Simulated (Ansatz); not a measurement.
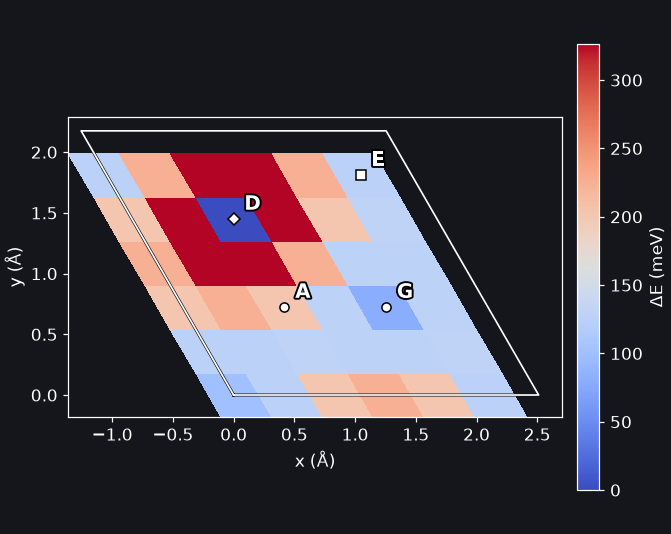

F on a C(001) slab cut from the P6_3/mmc phase, its upper half relaxed before the scan (32 atoms of substrate and one adsorbate in a 2 × 2 cell). 
- F is moved over the surface cell; relaxed at each place: the height of the adsorbate's atoms; substrate rigid; the origin of the map has the adsorbate above C25.
- Places are given modulo a cell vector. The map is drawn in real space over the plane of the surface.
- The scan uses a 6 × 6 grid; 10 points were computed and 26 follow by symmetry.
- Places are given in fractions of the 1 × 1 surface cell.
- Energies are in meV, from the lowest grid point.
- At some places the adsorbate sinks to or below the level of the top layer. The magnetic moment jumps between some neighbouring points.
- Method: DFT PBE, scalar-relativistic, plane waves, PAW (Ansatz 0.2.0). Settings: cutoff 420 eV, k-mesh 6×6×1, gaussian smearing 0.05 eV, spin-polarised.

In the figure: one coloured cell a grid point, the outline of one cell of the plane, lettered points.

> Is G the lowest point of the computed grid?

No. G lies 80 meV above the lowest grid point, which is at a place at or below the level of the top layer, (2/6, 4/6) of the cell vectors.

> Rank the lettered points by energy, lowest first.

D (0 meV), G (80 meV), E (125 meV), A (203 meV).

PAW datasets: the set soft_1.
